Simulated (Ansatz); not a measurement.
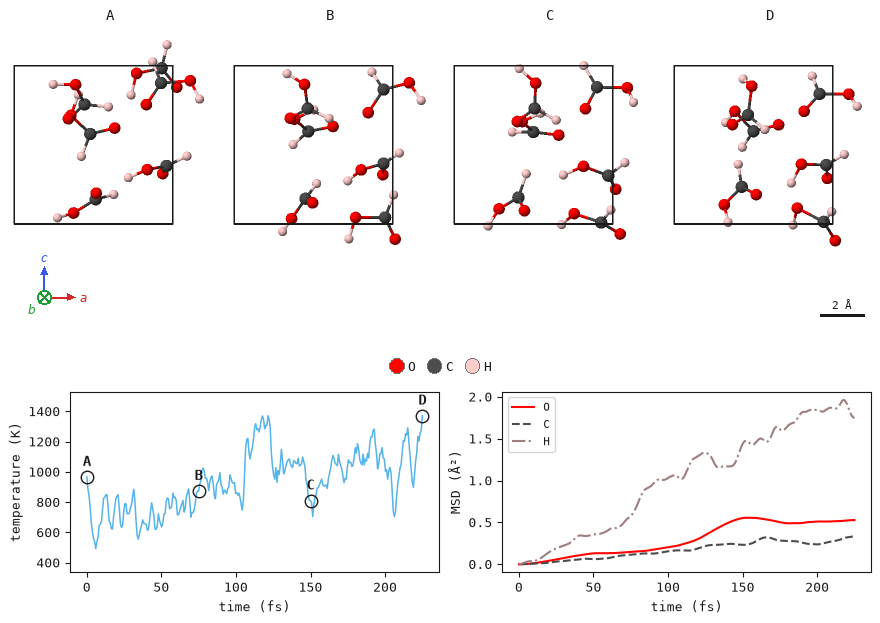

Molecular dynamics of a periodic cell with 6 HCOOH at 1.213 g/cm³, 225 fs long. Frames (A at 0 fs, B at 75 fs, C at 150 fs, D at 225 fs) and the history of the run. Style: ball-and-stick. Shown: the simulation cell, along the b axis. Atoms that leave the cell re-enter on the other side.

The calculation used DFT PBE-D3(BJ), scalar-relativistic, plane waves, PAW in Ansatz 0.2.0. Settings: plane-wave cutoff 420 eV; k-point mesh 1 × 1 × 1; Fermi-Dirac smearing 0.05 eV; low-accuracy preset; Langevin thermostat (NVT); set temperature 1000 K; time step 0.75 fs; friction 0.02 per fs.

Input file:
```yaml
accuracy: low
crystal:
  lattice:
    - [7.230427, 0.0, 0.0]
    - [0.0, 7.230427, 0.0]
    - [0.0, 0.0, 7.230427]
  atoms:
    - { symbol: O, position: [0.38336867, 0.08597901, 0.87566177] }
    - { symbol: C, position: [0.43999728, 0.20684331, 0.75097502] }
    - { symbol: O, position: [0.33825953, 0.30863473, 0.66051862] }
    - { symbol: H, position: [0.24254708, 0.07730691, 0.87787495] }
    - { symbol: H, position: [0.59123251, 0.21031035, 0.73546978] }
    - { symbol: O, position: [0.83640742, 0.27145598, 0.33973209] }
    - { symbol: C, position: [0.95715648, 0.40868274, 0.36275524] }
    - { symbol: O, position: [0.93379569, 0.56905718, 0.31469683] }
    - { symbol: H, position: [0.7173468, 0.32223686, 0.28866236] }
    - { symbol: H, position: [1.08691954, 0.35713849, 0.42420483] }
    - { symbol: O, position: [0.35418681, 0.72603403, 0.68197161] }
    - { symbol: C, position: [0.47634637, 0.79601234, 0.56452273] }
    - { symbol: O, position: [0.63042254, 0.85418449, 0.60181964] }
    - { symbol: H, position: [0.40076706, 0.73145314, 0.81135579] }
    - { symbol: H, position: [0.42044576, 0.79587296, 0.42266217] }
    - { symbol: O, position: [1.10835892, 0.44297706, 0.90066209] }
    - { symbol: C, position: [0.92363239, 0.46930464, 0.88635003] }
    - { symbol: O, position: [0.83068479, 0.44248164, 0.74967645] }
    - { symbol: H, position: [1.16616003, 0.38907175, 0.7846453] }
    - { symbol: H, position: [0.87064444, 0.52140651, 1.01971071] }
    - { symbol: O, position: [0.37083818, 0.64636805, 0.06538076] }
    - { symbol: C, position: [0.51071466, 0.5616357, 0.15214871] }
    - { symbol: O, position: [0.51362462, 0.39738464, 0.19129044] }
    - { symbol: H, position: [0.2699897, 0.55565603, 0.03513907] }
    - { symbol: H, position: [0.62462438, 0.65819929, 0.18269518] }
    - { symbol: O, position: [0.76886558, 0.86875403, 0.94704583] }
    - { symbol: C, position: [0.92693281, 0.95381412, 0.97983922] }
    - { symbol: O, position: [1.02258371, 1.02795626, 0.8602053] }
    - { symbol: H, position: [0.7344515, 0.8716547, 0.81076472] }
    - { symbol: H, position: [0.96168394, 0.94957186, 1.12810975] }
basis:
  ecutwfc: 420.0
kpoints:
  mp_grid: { grid: [1, 1, 1] }
hamiltonian:
  xc: pbe
  dispersion: d3bj
scf:
  occupations: { method: fermi_dirac, width: 0.05 }
  lower_state_search: "off"
md:
  timestep: 0.75
  n_steps: 300
  ensemble: nvt_langevin
  temperature: 1000.0
  initial_velocities: maxwell_boltzmann
  seed: 269288
  friction: 0.02
```

Command:
```bash
ansatz run input.yaml --threads 1 --pin off --max-ram 3072MiB --backend cpu --events-out ev --progress --plain --runs-dir out
```

> What do the frames and curves show?

The mean temperature in the second half is 1064 K (standard deviation 144 K). The potential energy in the second half lies on average 148 meV per atom above the first frame. Root-mean-square distances from the starting positions over the second half, with the common drift of all atoms taken out: H 1.24 Å, O 0.69 Å, C 0.51 Å. The heavy atoms stay within a fraction of a molecule's size of their starting places, while the hydrogen atoms travel further, as molecules turn; so short a run doesn't tell a liquid from a solid.

Limits of the set-up: the program's low-accuracy preset was used; the periodic images lie only 7.2 Å apart, so the values are limited by the cell's size.

The run took 14 min on 1 thread of Arm Neoverse V1, on a shared host, peak memory 0.42 GiB.
